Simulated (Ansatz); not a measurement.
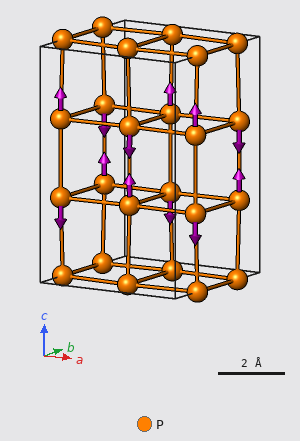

Phonons of crystalline P (a generated structure), space group Cmmm (No. 65), at the zone centre. The optical levels lie at 93i, 90i, 61, 160, 162, 164, 165, 178, 215, 227, 237, 253, 264, 301, 303 cm⁻¹. One mode is drawn. The purple arrows give the relative displacements of the atoms. Style: ball-and-stick. Shown: the conventional cell (2 times the calculation's cell), from a free direction. Lengths and directions refer to the drawn axes.

Computed with Ansatz 0.2.0, DFT PBE, scalar-relativistic, plane waves, PAW. Set-up: plane-wave cutoff 420 eV; k-point mesh 10 × 10 × 6; occupations fermi dirac; smearing width 0.15 eV; no spin polarisation.

The frequencies depend somewhat on the k-mesh and the smearing.

### Which of these frequencies is the drawn mode's?

The level at 303 cm⁻¹. This is the B₂u mode, the highest optical level (2 lower levels are imaginary, so the structure is unstable), infrared-active by symmetry. The P (4i) atoms hardly move; all motion is along c; atoms of one kind move against one another, with no net shift of their sublattice; it stretches the P–P bonds (2.47 Å). The crystal is a metal, so free carriers screen the infrared response.
